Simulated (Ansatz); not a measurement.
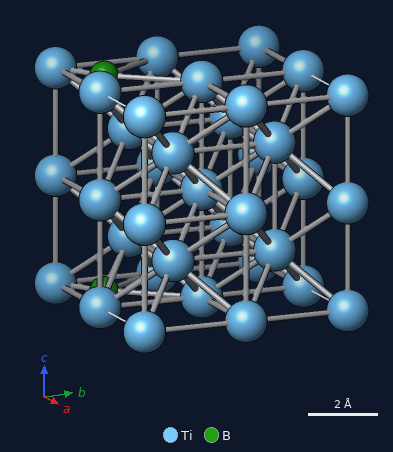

This is the input geometry for a relaxation of a defect cell of composition Ti₁₆B. A ball-and-stick model of the cell of the calculation, seen slightly off an axis.

Case: B interstitial, charge +0, atoms relaxed.

Level of theory: DFT PBE, scalar-relativistic, plane waves, PAW (Ansatz).

Input file:
```yaml
crystal:
  lattice:
    - [6.511011052, 0.0, 0.0]
    - [0.0, 6.511011052, 0.0]
    - [0.0, 0.0, 6.511011052]
  atoms:
    - { symbol: Ti, position: [0.0, 0.0, 0.0] }
    - { symbol: Ti, position: [0.5, 0.0, 0.0] }
    - { symbol: Ti, position: [0.0, 0.5, 0.0] }
    - { symbol: Ti, position: [0.0, 0.0, 0.5] }
    - { symbol: Ti, position: [0.25, 0.25, 0.25] }
    - { symbol: Ti, position: [0.5, 0.5, 0.0] }
    - { symbol: Ti, position: [0.5, 0.0, 0.5] }
    - { symbol: Ti, position: [0.75, 0.25, 0.25] }
    - { symbol: Ti, position: [0.0, 0.5, 0.5] }
    - { symbol: Ti, position: [0.25, 0.75, 0.25] }
    - { symbol: Ti, position: [0.25, 0.25, 0.75] }
    - { symbol: Ti, position: [0.5, 0.5, 0.5] }
    - { symbol: Ti, position: [0.75, 0.75, 0.25] }
    - { symbol: Ti, position: [0.75, 0.25, 0.75] }
    - { symbol: Ti, position: [0.25, 0.75, 0.75] }
    - { symbol: Ti, position: [0.75, 0.75, 0.75] }
    - { symbol: B, position: [0.2422577427, 0.1328991118, 0.0058672962] }
basis:
  ecutwfc: 420
  xc_grid: 2
kpoints:
  mp_grid: { grid: [4, 4, 4], shift: [0.5, 0.5, 0.5] }
hamiltonian:
  xc: pbe
scf:
  occupations: { method: gaussian, width: 0.1 }
output:
  forces: true
  stress: false
  eigenvalues: true
  write_density: true
  write_potential: true
  elf: true
  volumetric_format: npy
relax:
  adjacent_minimum: "off"
  f_tol: 0.02
  max_steps: 60
```

Command:
```bash
ansatz run input.yaml --threads 4 --pin off --max-ram 8192MiB --backend cpu --events-out ev --progress --plain --runs-dir out
```

Predict the outcome.

Over 7 accepted moves (9 points after the start) the energy falls by 3.753 eV per cell of the calculation. The largest force component goes from 5.9 to 0.019 eV/Å. The line search rejected the trial steps at points 4, 7 of the run. The largest moves, 0.41 Å, are those of Ti5 and Ti11. Ti5 goes along +c. By element the largest moves are Ti 0.41 Å, B 0.37 Å. The lattice vectors keep their values. Near-neighbour distances that change, for instance: Ti5–Ti11 3.256 → 2.447 Å, Ti6–B17 2.921 → 2.265 Å, Ti3–B17 2.864 → 2.265 Å, Ti4–Ti9 3.256 → 3.778 Å. New bonds form: Ti5–Ti11 (3.26 → 2.45 Å). Bond angles that change, for instance: Ti5–B17–Ti11 129.7° → 160.2°, Ti6–B17–Ti11 68.4° → 82.3°, Ti5–B17–Ti6 69.0° → 82.4°.

After the run, drawn alike:

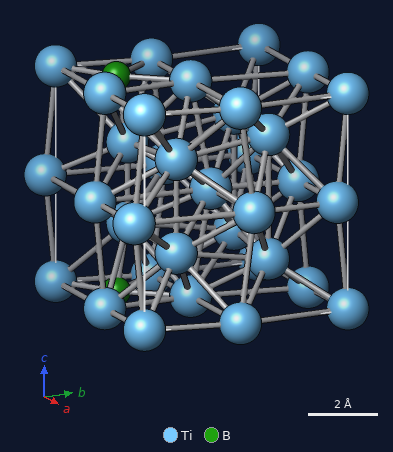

Limits of the set-up: the periodic images lie only 6.5 Å apart, so the values are limited by the cell's size.
